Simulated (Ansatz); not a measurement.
Take the following structure.

```xyz
4
Lattice="3.2921 0.0000 0.0000 -1.6461 2.8511 0.0000 0.0000 0.0000 4.1372" Properties=species:S:1:pos:R:3 pbc="T T T"
Al    0.0000    1.9007    1.0343
Al    1.6461    0.9504    3.1029
N     0.0000    1.9007    3.1029
N     1.6461    0.9504    1.0343
```

Work out the structure from the coordinates.

Chemical formula AlN. Space group P6_3/mmc (No. 194), lattice primitive hexagonal. Cell content: 2 Al, 2 N, that is 2 formula units. The polyhedra are AlN5 trigonal bipyramids; they share corners and edges. Al bonds to five N in a distorted trigonal bipyramidal arrangement at 1.90 to 2.07 Å. Each N has five Al in a distorted trigonal bipyramidal arrangement at 1.90 to 2.07 Å. The bonds build a three-dimensional framework.

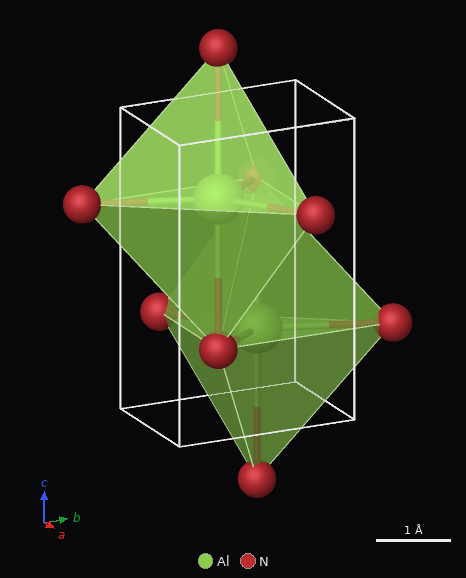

The image is a polyhedral drawing of a crystal, viewed slightly off an axis. The conventional unit cell is outlined; an atom on or near a face, edge or corner is repeated at each equivalent position. Some atoms of the next cells are drawn as well. Colours: aluminium green, nitrogen red.

Its origin is a structure listed in the Materials Project, with elements exchanged, so it need not be a known form of the compound. Earlier steps of the study may have refined or changed the cell and positions. It went into a calculation with Ansatz.
